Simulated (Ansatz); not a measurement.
## Run report: CoO, single-point calculation (part 2 of 2)

The same run, continued: CoO (8 atoms in the cell); DFT, LDA, PAW, plane waves, scalar-relativistic (Ansatz 0.2.0); cutoff 420 eV, 3×3×3 k-mesh, Fermi–Dirac smearing of 0.03 eV, non-collinear spins. The structure derives from an entry of the Crystallography Open Database. It belongs to a series of runs on one base structure; here: moments in random directions.

Geometry of the input (Å; fractional positions):
```
4.2580  0.0000  0.0000
0.0000  4.2580  0.0000
0.0000  0.0000  4.2580
O  0.0000  0.0000  0.5000
O  0.0000  0.5000  0.0000
O  0.5000  0.0000  0.0000
O  0.5000  0.5000  0.5000
Co 0.0000  0.0000  0.0000
Co 0.0000  0.5000  0.5000
Co 0.5000  0.0000  0.5000
Co 0.5000  0.5000  0.0000
```

## What the program printed, continued
```
SCF iter  44: F=—  HF=-22464.942957 eV  |F-HF|=—  |Δ(HF+E_count)|=   4.38e-5  Δρ=8.36e-5  dr2=6.31e-7  dr2_m=1.45e-6  ethr=7.80e-7  |M|=9.93e0 ∫|m|=9.96e0 μB  |m|>n=0.0e0 m-floor=0.0e0 τ_xc=4.1e-17  ⟨swp⟩=4.0  Hψ=2385  notcnv=0
SCF iter  45: F=—  HF=-22464.942959 eV  |F-HF|=—  |Δ(HF+E_count)|=   1.88e-6  Δρ=1.67e-5  dr2=2.63e-8  dr2_m=5.53e-8  ethr=1.09e-10  |M|=9.93e0 ∫|m|=9.96e0 μB  |m|>n=0.0e0 m-floor=0.0e0 τ_xc=4.2e-17  ⟨swp⟩=7.8  Hψ=6212  notcnv=0
SCF iter  46: F=—  HF=-22464.942959 eV  |F-HF|=—  |Δ(HF+E_count)|=   6.64e-8  Δρ=8.54e-6  dr2=4.93e-8  dr2_m=7.42e-9  ethr=2.85e-11  |M|=9.93e0 ∫|m|=9.96e0 μB  |m|>n=0.0e0 m-floor=0.0e0 τ_xc=4.0e-17  ⟨swp⟩=5.0  Hψ=5441  notcnv=0
SCF iter  47: F=-22464.942959 eV  HF=-22464.942959 eV  |F-HF|=1.56e-10  |Δ(HF+E_count)|=   2.46e-9  Δρ=1.59e-6  dr2=2.21e-10  dr2_m=5.59e-10  ethr=2.85e-11  |M|=9.93e0 ∫|m|=9.96e0 μB  |m|>n=0.0e0 m-floor=0.0e0 τ_xc=4.1e-17  ⟨swp⟩=5.0  Hψ=4524  notcnv=0
SCF iter  48: F=-22464.942959 eV  HF=-22464.942959 eV  |F-HF|=1.53e-10  |Δ(HF+E_count)|=    0.00e0  Δρ=1.59e-6  dr2=2.21e-10  dr2_m=5.59e-10  ethr=1.00e-12  |M|=9.93e0 ∫|m|=9.96e0 μB  |m|>n=0.0e0 m-floor=0.0e0 τ_xc=4.1e-17  ⟨swp⟩=4.0  Hψ=4813  notcnv=0
SCF 1 converged in 48 iterations: F = -22464.942959 eV  dr2 = 2.21e-10
  greatest PAW one-centre occupation: 1.002 electrons in one spin orbital (limit 2), on the Co atom at site 4 (counted from 0), in its partial waves of l = 1
```

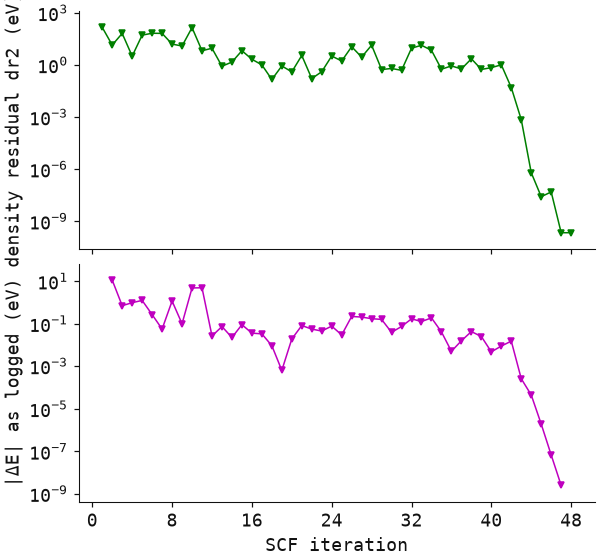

Convergence of the self-consistent field: density residual dr2 and size of the energy change against the SCF iteration. The residual falls unevenly and jumps up by a factor of two or more 12 times on the way down.

```
SCF converged after 48 iterations
Stability not told: the SCF's own minimisation came to no verdict on its close; the lowest value that the minimisation read is 1.3e-2 (residual 1.2e-3): no lower mode is shown, and none is ruled out
Magnetization: |M| = 9.9259 μB,  M = (-8.2573, -5.3848, -1.1596) μB
Absolute magnetization: 9.9592 μB (∫|m|, with the PAW one-centre terms)
  site 0: m = (-0.3031, -0.1977, -0.0426) μB, |m| = 0.3644 μB  (R = 0.88 Å)
  site 1: m = (-0.1991, -0.1299, -0.0280) μB, |m| = 0.2394 μB  (R = 0.88 Å)
  site 2: m = (-0.1992, -0.1299, -0.0280) μB, |m| = 0.2394 μB  (R = 0.88 Å)
  site 3: m = (-0.1991, -0.1299, -0.0280) μB, |m| = 0.2394 μB  (R = 0.88 Å)
  site 4: m = (-2.0732, -1.3520, -0.2910) μB, |m| = 2.4921 μB  (R = 0.88 Å)
  site 5: m = (-2.0731, -1.3520, -0.2912) μB, |m| = 2.4921 μB  (R = 0.88 Å)
  site 6: m = (-2.0732, -1.3519, -0.2912) μB, |m| = 2.4921 μB  (R = 0.88 Å)
  site 7: m = (-0.7879, -0.5138, -0.1106) μB, |m| = 0.9471 μB  (R = 0.88 Å)
Free energy (F): -22464.942959 eV
Harris-Foulkes:  -22464.942959 eV  (|F-HF|=1.53e-10)
Internal energy: -22464.902332 eV  (E = F + TS)
E sigma→0 (E₀):  -22464.922646 eV
Entropy (-TS):   -0.040626 eV (-5.078 meV/atom)
Fermi energy:    13.554552 eV
--- Per-component energies (eV) ---
  E_band       = -1234.376941
  E_kinetic    = 2465.298360
  E_local      = -13742.653598  (includes V_loc(G=0)·N_el)
  E_nonlocal   = 2079.585509
  E_hartree    = 5622.911380
  E_xc         = -902.259040
  E_vxc        = -1167.560708  (∫ρ·V_xc dr)
  E_paw        = -6408.011199  (= ΣΔE_a)
  E_vpaw       = -2114.880407  (= ΣTr[D̂ρ^β])
  E_aug_tail   = 0.009979  (compensation charges beyond the density's cutoff)
  E_ewald      = -11581.844411
  E_core_change = 2.060688  (= ΣΔE_core)
  E_smearing   = -0.040626  (= −TS)
  E_closure    = 0.000000  (closes the sum)
  Σ components = -22464.942959   (vs F -22464.942959, Δ=0.00e0)
--- Forces (eV/Å), atoms counted from 1 ---
  atom   1  O      0.00000000     0.00000000     0.00000000
  atom   2  O      0.00000000     0.00000000     0.00000000
  atom   3  O      0.00000000     0.00000000     0.00000000
  atom   4  O      0.00000000     0.00000000     0.00000000
  atom   5  Co     0.00000000     0.00000000     0.00000000
  atom   6  Co     0.00000000     0.00000000     0.00000000
  atom   7  Co    -0.00000000     0.00000000     0.00000000
  atom   8  Co     0.00000000     0.00000000     0.00000000
  max |Σ_I F_I| component: 1.53e-26 eV/Å
--- Stress (GPa, compression-positive) ---
      -21.886671       0.000000       0.000000
        0.000000     -21.886672       0.000000
        0.000000       0.000000     -21.886669
  P = ⅓ Tr σ = -21.8867 GPa (-218.867 kbar)
--- Band table (eV; the first three rows and the last of 8) ---
  k-point 0: bands = ["-82.5430", "-82.5393", "-82.5393", "-81.1145", "-80.0164", "-79.6034", "-79.5993", "-79.5993", "-46.2313", "-46.2313", "-46.2313", "-46.2142", "-46.2142", "-46.2142", "-46.2057", "-46.2057", "-46.2057", "-44.8211", "-44.8211", "-44.8211", "-43.7555", "-43.7555", "-43.7555", "-43.3797", "-43.3797", "-43.3797", "-43.3641", "-43.3641", "-43.3641", "-43.3494", "-43.3494", "-43.3494", "-6.6162", "-6.1874", "-5.3229", "-5.3229", "-5.2630", "-4.8849", "-4.8849", "-4.6598", "6.4966", "6.4966", "6.4966", "6.8900", "6.8900", "6.8900", "8.9346", "8.9346", "8.9346", "9.0011", "9.0011", "9.0011", "9.4048", "9.4048", "9.4048", "9.4457", "9.4457", "9.4457", "9.6111", "9.6111", "9.6111", "10.1846", "10.1846", "10.1846", "10.4854", "10.4854", "10.5551", "10.5551", "10.5551", "10.6855", "10.6855", "10.6855", "10.7262", "10.9805", "10.9805", "11.2619", "11.2619", "11.2619", "11.3045", "11.3737", "11.3737", "11.3737", "12.1945", "12.1945", "12.1945", "12.2872", "12.2872", "12.4221", "12.4221", "12.4221", "12.8973", "12.8973", "13.4372", "13.4372", "13.6379", "13.6557", "13.6557", "13.6557", "13.7461", "13.7461", "13.7461", "14.0023", "14.0023", "14.1277", "14.4002", "14.8858", "19.0753", "19.0753", "19.4099", "19.8413", "19.8413", "19.8638"]
  k-point 1: bands = ["-82.5422", "-82.5401", "-82.5393", "-81.1145", "-80.0164", "-79.6026", "-79.6002", "-79.5993", "-46.2282", "-46.2282", "-46.2251", "-46.2152", "-46.2152", "-46.2144", "-46.2121", "-46.2077", "-46.2077", "-44.8214", "-44.8211", "-44.8211", "-43.7553", "-43.7553", "-43.7553", "-43.3762", "-43.3762", "-43.3731", "-43.3650", "-43.3650", "-43.3643", "-43.3571", "-43.3522", "-43.3522", "-6.2525", "-5.8188", "-5.5848", "-5.2385", "-5.1985", "-5.1296", "-4.8045", "-4.6275", "6.3849", "6.7950", "6.7950", "6.9665", "7.2413", "7.2413", "7.6085", "7.6332", "7.7401", "7.7401", "7.8551", "8.3083", "8.3083", "8.3472", "8.4437", "8.5726", "8.9775", "8.9775", "9.3810", "9.3811", "9.5326", "9.5326", "9.7920", "10.0768", "10.0768", "10.3691", "10.5487", "10.7978", "10.8057", "10.8057", "11.1518", "11.3024", "11.3025", "11.3742", "11.4354", "11.4354", "11.5369", "11.6889", "11.8749", "11.9775", "12.1191", "12.1860", "12.2869", "12.3146", "12.3146", "12.4907", "12.4907", "12.9681", "13.0034", "13.1505", "13.1505", "13.4099", "13.4985", "13.4985", "13.6561", "13.6921", "13.7012", "13.7012", "13.7468", "13.8261", "13.9830", "14.1660", "14.4591", "14.5786", "16.6090", "17.2579", "19.1597", "19.8639", "20.5370", "20.7558", "21.3115", "21.3283"]
  k-point 2: bands = ["-82.5422", "-82.5401", "-82.5393", "-81.1145", "-80.0164", "-79.6026", "-79.6002", "-79.5993", "-46.2282", "-46.2282", "-46.2251", "-46.2152", "-46.2152", "-46.2144", "-46.2121", "-46.2077", "-46.2077", "-44.8214", "-44.8211", "-44.8211", "-43.7553", "-43.7553", "-43.7553", "-43.3762", "-43.3762", "-43.3731", "-43.3650", "-43.3650", "-43.3643", "-43.3571", "-43.3522", "-43.3522", "-6.2525", "-5.8188", "-5.5848", "-5.2385", "-5.1985", "-5.1296", "-4.8045", "-4.6275", "6.3849", "6.7950", "6.7950", "6.9665", "7.2413", "7.2413", "7.6085", "7.6332", "7.7401", "7.7401", "7.8551", "8.3083", "8.3083", "8.3472", "8.4437", "8.5726", "8.9775", "8.9775", "9.3810", "9.3810", "9.5326", "9.5326", "9.7920", "10.0768", "10.0768", "10.3691", "10.5487", "10.7978", "10.8057", "10.8057", "11.1518", "11.3025", "11.3025", "11.3742", "11.4354", "11.4354", "11.5369", "11.6889", "11.8749", "11.9775", "12.1191", "12.1860", "12.2869", "12.3146", "12.3146", "12.4907", "12.4907", "12.9681", "13.0034", "13.1505", "13.1505", "13.4099", "13.4985", "13.4985", "13.6561", "13.6921", "13.7012", "13.7012", "13.7468", "13.8261", "13.9830", "14.1660", "14.4591", "14.5786", "16.6090", "17.2579", "19.1597", "19.8639", "20.5370", "20.7558", "21.3115", "21.3283"]
  k-point 7: bands = ["-82.5411", "-82.5402", "-82.5402", "-81.1145", "-80.0164", "-79.6013", "-79.6003", "-79.6003", "-46.2376", "-46.2246", "-46.2246", "-46.2241", "-46.2125", "-46.2125", "-46.2070", "-46.2060", "-46.2060", "-44.8213", "-44.8212", "-44.8212", "-43.7558", "-43.7558", "-43.7554", "-43.3841", "-43.3754", "-43.3754", "-43.3745", "-43.3580", "-43.3580", "-43.3556", "-43.3503", "-43.3503", "-5.6887", "-5.3380", "-5.3380", "-5.2753", "-5.2547", "-4.9167", "-4.9167", "-4.6767", "5.7023", "5.7023", "5.7364", "6.1275", "6.1617", "6.2463", "6.2463", "6.6560", "7.3942", "7.3991", "7.3991", "7.6412", "7.7679", "7.7679", "8.0245", "8.0245", "8.2188", "8.2188", "8.4072", "8.6872", "8.6872", "8.7300", "8.9582", "8.9582", "10.8574", "10.8574", "11.0450", "11.1168", "11.1168", "11.1528", "11.3831", "11.3831", "11.4661", "12.2270", "12.2481", "12.2481", "12.9368", "12.9368", "12.9652", "12.9690", "12.9690", "13.0037", "13.0097", "13.1612", "13.1612", "13.1859", "13.1859", "13.3018", "13.4362", "13.4362", "13.5194", "13.6321", "13.6944", "13.6944", "13.9078", "13.9078", "14.7558", "14.7558", "15.2123", "15.2340", "15.2341", "15.2945", "15.3357", "15.3357", "17.8857", "18.3478", "19.6840", "19.6842", "19.6842", "20.1523", "20.1523", "20.1769"]
```

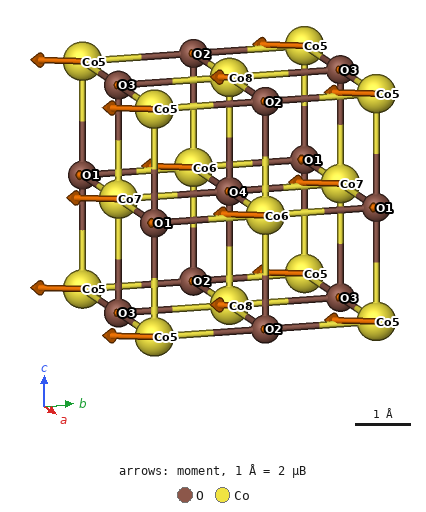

Magnetic moments of the sites as orange arrows (ball-and-stick view of the cell of the calculation, seen slightly off an axis; atoms are numbered from 1 in the order of the input); small moments hardly show. Site moments: Co5, Co6, Co7 (2.49 μB); Co8 (0.95 μB); O1 (0.36 μB); O2, O3, O4 (0.24 μB). They are counted near the atoms and needn't add up to the moment of the cell.

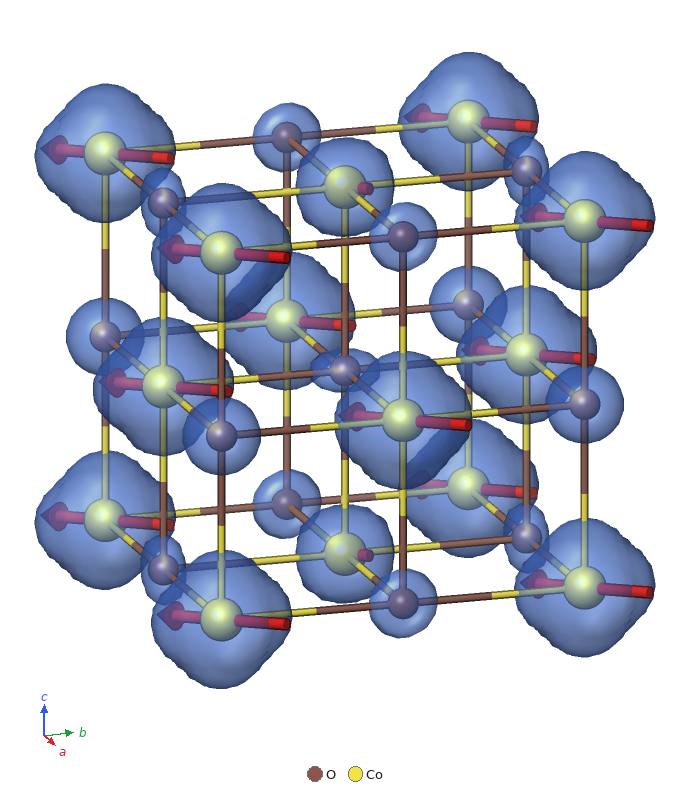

Isosurface of the size of the magnetisation density at 0.3 e/Å³ (blue), with the spin moments of the magnetic sites as arrows; seen slightly off an axis. The outline is the calculation cell. Spin moments: Co 0.9 to 2.5 μB. Core electrons are frozen (PAW), so the fields are smoothed inside the atomic spheres.

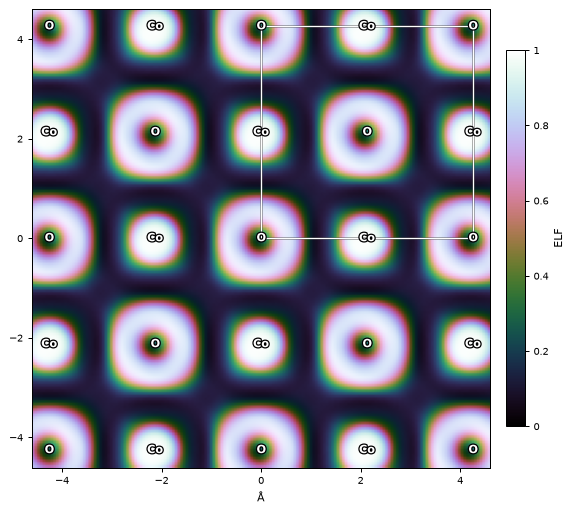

Electron localisation function on the (010) plane of the calculation cell. Atoms in the plane: O and Co. Co–O (2.13 Å): the ELF is about 0.10 at the midpoint; a polar contact without a shared pair, in a metal. The strong features right at Co lie inside the PAW spheres (semicore, d or f shells) and say nothing about bonding.

## Summary

- outcome: converged
- space group (tolerance 0.01 Å): Fm-3m (225)
- electrons treated: 92
- free energy: −22464.9430 eV
- Fermi energy: 13.555 eV
- net moment of the cell: 9.93 μB
- integrated absolute moment: 9.96 μB
- pressure: −21.89 GPa
- largest force (length of the vector): under 0.001 eV/Å
- hardware: 4 threads of Arm Neoverse V1, 24 GiB of memory available, shared host
- wall time: 84 s (CPU time 5.5 min)
- peak memory: 0.96 GiB

## Notes

The k-point mesh is coarse for a cell of this size, so the results may not be converged.
